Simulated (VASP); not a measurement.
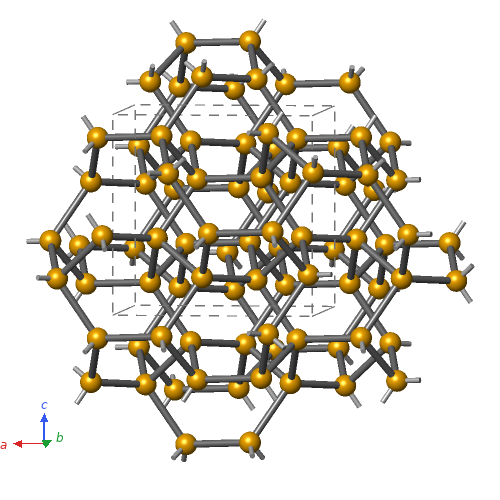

A cut-out of a periodic net derived from a crystal structure. Nodes are coloured by topological kind. Short stubs are edges that leave the cut-out.

Question: Classify the net: periodicity, connectivity, name.

Answer: A uninodal 4-connected, three-periodic net.

Question: Give point symbol and coordination sequence.

Answer: 6^6, sequence 4, 12, 27, 49, 77, 109.

Origin of the net. Si (space group Ia-3, No. 206): a cell listed in the Materials Project, as set up for an electronic-structure calculation. Bonds are taken as Si–Si below 2.7 Å; no other contact counts. Atoms with one bond or none are removed and atoms with two bonds are replaced by edges, until no such atom is left. Si is a 4-connected node.
